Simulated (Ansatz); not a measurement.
System: Al$_{6}$H (slab).

Input file:

```
crystal:
  lattice:
    - [5.7143028096, 0.0, 0.0]
    - [-2.8571514048, 4.948731398, 0.0]
    - [0.0, 0.0, 22.6016424997]
  atoms:
    - { symbol: Al, position: [0.3333333333, 0.1666666667, 0.1769782882] }
    - { symbol: Al, position: [0.3333333333, 0.6666666667, 0.1769782882] }
    - { symbol: Al, position: [0.8333333333, 0.1666666667, 0.1769782882] }
    - { symbol: Al, position: [0.8333333333, 0.6666666667, 0.1769782882] }
    - { symbol: Al, position: [0.1666666667, 0.3333333333, 0.2787817902] }
    - { symbol: Al, position: [0.1666666667, 0.8333333333, 0.2787817902] }
    - { symbol: Al, position: [0.6666666667, 0.3333333333, 0.2787817902] }
    - { symbol: Al, position: [0.6666666667, 0.8333333333, 0.2787817902] }
    - { symbol: Al, position: [0.0, 0.0, 0.3805759913] }
    - { symbol: Al, position: [0.0, 0.5, 0.3805759913] }
    - { symbol: Al, position: [0.5, 0.0, 0.3805759913] }
    - { symbol: Al, position: [0.5, 0.5, 0.3805759913] }
    - { symbol: H, position: [0.2025212247, 0.1666666667, 0.471277364] }
    - { symbol: H, position: [0.464145442, 0.1666666667, 0.471277364] }
basis:
  ecutwfc: 420
kpoints:
  mp_grid: { grid: [6, 6, 1] }
hamiltonian:
  xc: pbe
scf:
  occupations: { method: gaussian, width: 0.1 }
output:
  forces: true
  eigenvalues: true
  write_density: true
  write_potential: true
  elf: true
  volumetric_format: npy
efield:
  axis: 3
  dipole_correction: true
  ramp_width: 0.04
```

Run with:

```sh
ansatz run input.yaml --threads 1 --pin off --max-ram 3072MiB --backend cpu --events-out ev --progress --plain --runs-dir out
```

Not relaxed (largest force 1.6 eV/Å).

All numbers below come from DFT PBE, scalar-relativistic, plane waves, PAW (Ansatz).

> Predict the valence pseudo-density and electron localisation function between the atoms.

H–H (1.50 Å): ρ is about 0.35 e/Å³ halfway; the ELF is about 0.85 at the midpoint.
Al–Al (2.86 Å): the density is about 0.21 e/Å³ at the midpoint; the ELF peaks at about 0.70 between the atoms.

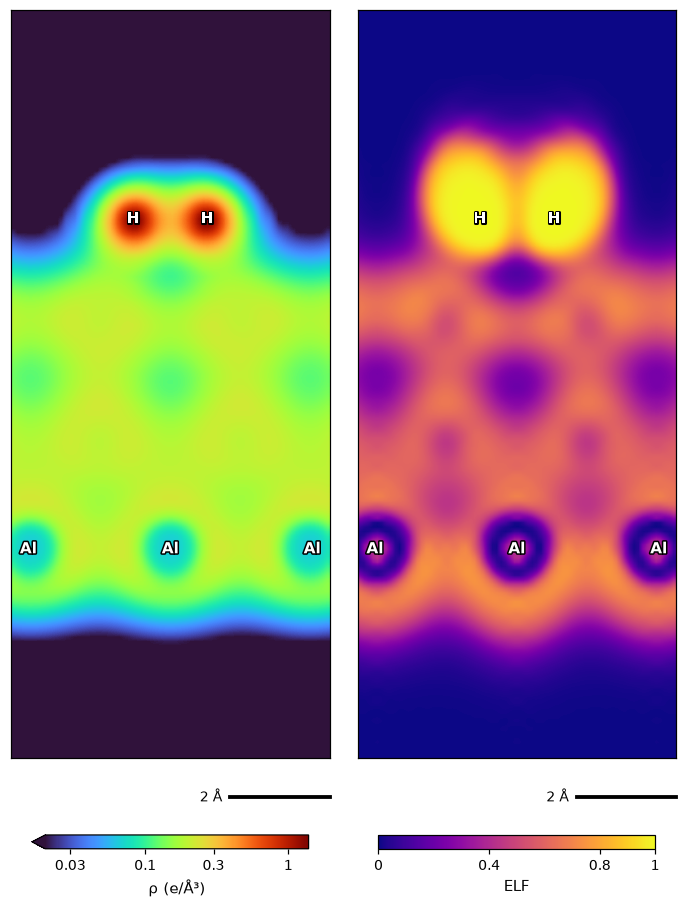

Computed valence pseudo-density and electron localisation function on the (010) plane of the calculation cell, a cut from vacuum to vacuum, in this order. Atoms just off the plane (Al, 0.8 Å away) can leave unmarked features too.

In a PAW calculation such maps are meaningful between the atoms, not at the nuclei.
